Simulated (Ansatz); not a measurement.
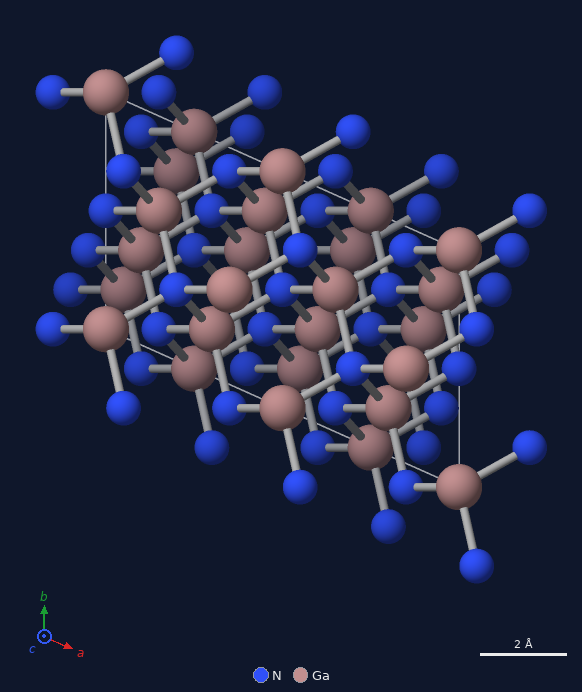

Reference structure: a (2 1 0) slab of GaN as cut from the relaxed bulk. The picture is a ball-and-stick view of the 2 × 1 repeat of the cell, outlined in the plane, without the vacuum, seen along the c axis.

Method: DFT PBEsol, scalar-relativistic, plane waves, PAW (Ansatz). (plane-wave cutoff 420 eV; occupations gaussian; no spin polarisation) The k-mesh is chosen for each cell (10×10×10, 7×5×1). Smearing widths differ between the runs.

The variant: The atoms of the slab are relaxed at the bulk's in-plane cell.

Question: What is the effect?

Answer: The surface energy (mean of the two faces) falls from 3.61 to 3.22 J/m². The top spacing, between the Ga and N planes, goes from 0.50 to 0.24 Å (−52.7 %), the bottom one (N to Ga) from 0.50 to 0.65 Å (+28.3 %). The cell doesn't change. A Ga atom moves most relative to the layer's centre: 0.54 Å at 58° to the normal (−c side). Largest moves by element: Ga 0.54 Å, N 0.27 Å. Some distances before and after: Ga–N 1.948 → 1.834 to 2.006 Å.

Drawn alike, the variant:

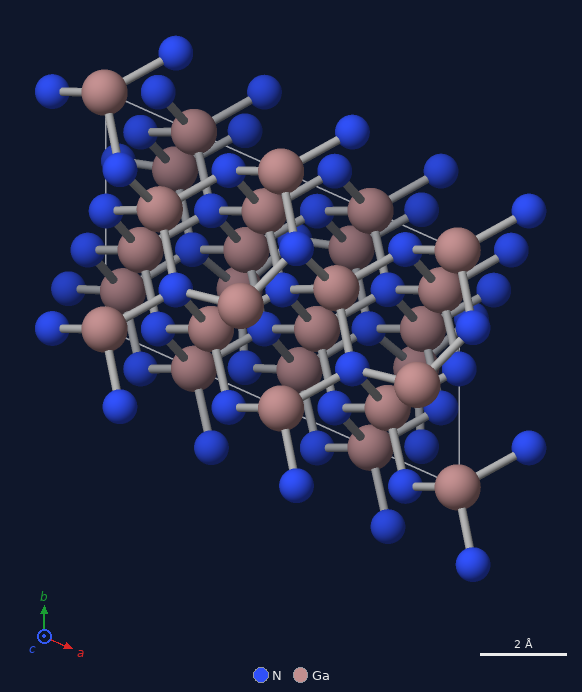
